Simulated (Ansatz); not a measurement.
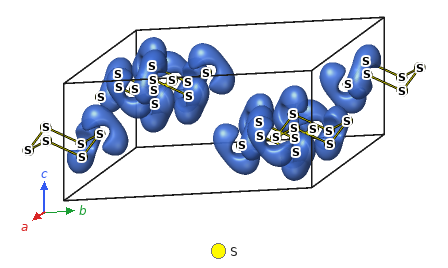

Figure. S. Isosurface of the ELF at 0.85 (blue), seen slightly off an axis. Only the valence region is drawn (cores and ρ < 0.01 e/Å³ removed). Sticks mark near contacts.

Space group R-3; set up as S, rhombohedral S6.

The calculation used DFT, revPBE, plane waves (420 eV) with PAW, scalar-relativistic (Ansatz).

In a PAW calculation such maps are meaningful between the atoms, not at the nuclei.

Input file:

```
crystal:
  lattice:
    - [6.7263640154, 3.883468075, 2.1135485679]
    - [-6.7263640154, 3.883468075, 2.1135485679]
    - [0.0, -7.76693615, 2.1135485679]
  atoms:
    - { symbol: S, position: [0.5843349325, 0.3940625658, 0.3107644511] }
    - { symbol: S, position: [0.3107644511, 0.5843349325, 0.3940625658] }
    - { symbol: S, position: [0.3940625658, 0.3107644511, 0.5843349325] }
    - { symbol: S, position: [0.4156650675, 0.6059374342, 0.6892355489] }
    - { symbol: S, position: [0.6892355489, 0.4156650675, 0.6059374342] }
    - { symbol: S, position: [0.6059374342, 0.6892355489, 0.4156650675] }
hamiltonian:
  xc: revpbe
  pseudopotentials:
    kind: paw
    azcp:
      S: "pseudopotentials/S.paw.azcp"
basis:
  ecutwfc: 420
  fft_grid_basis: typed
kpoints:
  mp_grid: { grid: [6, 6, 6], shift: [0, 0, 0] }
magnetization:
  spin_polarized: false
scf:
  occupations: { method: fermi_dirac, width: 0.05 }
output:
  write_density: true
  write_potential: true
  elf: true
  volumetric_format: npy
```

Below, planes, directions and counts refer to the conventional cell (a = 13.45 Å, b = 13.45 Å, c = 6.34 Å, α = 90.00°, β = 90.00°, γ = 120.00°).

> Identify the bonds, lone pairs and shells in this picture.

The surface consists of 18 lobes on S, pointing away from the bonds (lone pairs, which may merge into one lobe), counted in one cell of 18 atoms. Regions shared between cells count once. Profiles from the grid: S–S (2.09 Å): the ELF peaks at about 0.80 between the atoms: a shared electron pair.
